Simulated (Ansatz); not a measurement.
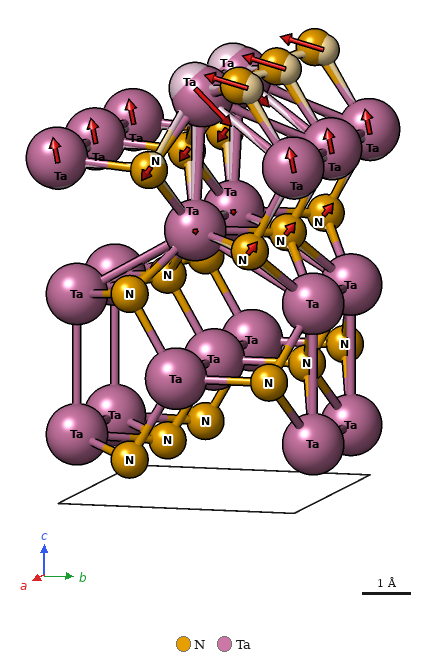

A constrained relaxation of a slab of composition TaN (cut from the P-62m phase). The starting structure is drawn faded, the final one solid; red arrows show the displacements, 5 times their true length.

Style: ball-and-stick. Shown: the 2 × 1 repeat of the cell, outlined in the plane, without the vacuum, slightly off an axis.

Case: clean slab, lower half held. The slab is the (1 0 0) face of TaN. 6 atoms are held fixed.

All numbers below come from DFT PBEsol, scalar-relativistic, plane waves, PAW (Ansatz 0.2.0). Set-up: plane-wave cutoff 420 eV; k-point mesh 10 × 6 × 1; occupations gaussian; smearing width 0.1 eV; no spin polarisation; dipole correction; atoms relaxed in a fixed cell; force threshold 0.03 eV/Å; at most 70 steps.

> What happened in the run?

The largest move is that of a Ta atom, 0.23 Å at 46° to the normal (−c side). Largest moves by element: Ta 0.23 Å, N 0.20 Å. The cell doesn't change. Near-neighbour distances that change, for instance: Ta–Ta 3.322 → 3.061 Å, N–Ta 2.153 → 1.949 Å, Ta–Ta 2.990 → 2.864 Å, Ta–Ta 3.322 → 3.425 Å. Among the angles between lasting bonds that change: Ta–N–Ta 84.5° → 96.0°, Ta–N–Ta 150.3° → 143.1°, Ta–N–Ta 104.9° → 99.0°. The energy falls by 0.704 eV per cell of the calculation in 6 geometry steps. Largest force component: 3.7 eV/Å at the start, 0.0084 eV/Å at the end. Cost: 3.9 min on 2 threads of Arm Neoverse V2, with other jobs on the host, peak memory 0.83 GiB.
